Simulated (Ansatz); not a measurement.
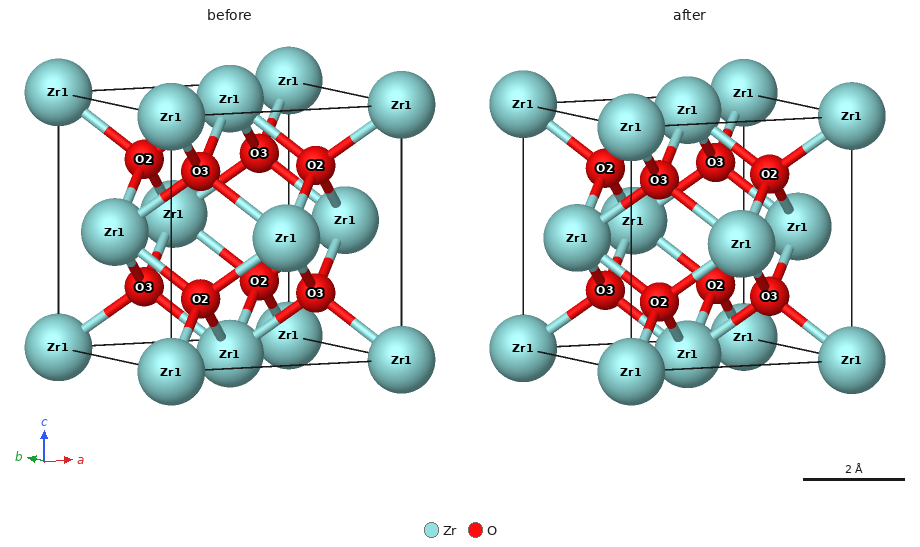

Left: crystalline ZrO2 (set up in Fm-3m). Right: the same structure after one change, at the same scale. The picture is a ball-and-stick view of the conventional cell (4 times the calculation's cell), seen from a free direction. Lengths and directions refer to the drawn axes.

The calculation used Ansatz 0.2.0, DFT PBE, scalar-relativistic, plane waves, PAW. (plane-wave cutoff 420 eV; k-point mesh 8 × 8 × 8; occupations gaussian; smearing width 0.02 eV; no spin polarisation)

The crystal is put under a hydrostatic pressure of 40 GPa. Cell and atoms are relaxed at that pressure.

### How do the computed properties respond?

Cell: a = b = c 5.116 → 4.900 Å (−4.2 %). Volume −12.1 %. The atoms keep their places relative to the cell (all moves are under 0.005 Å). Some distances before and after: O–Zr 2.215 → 2.122 Å. The space group stays Fm-3m (No. 225). It costs 151 meV per atom. Pressure: 0.0 GPa before, 40.0 GPa after.
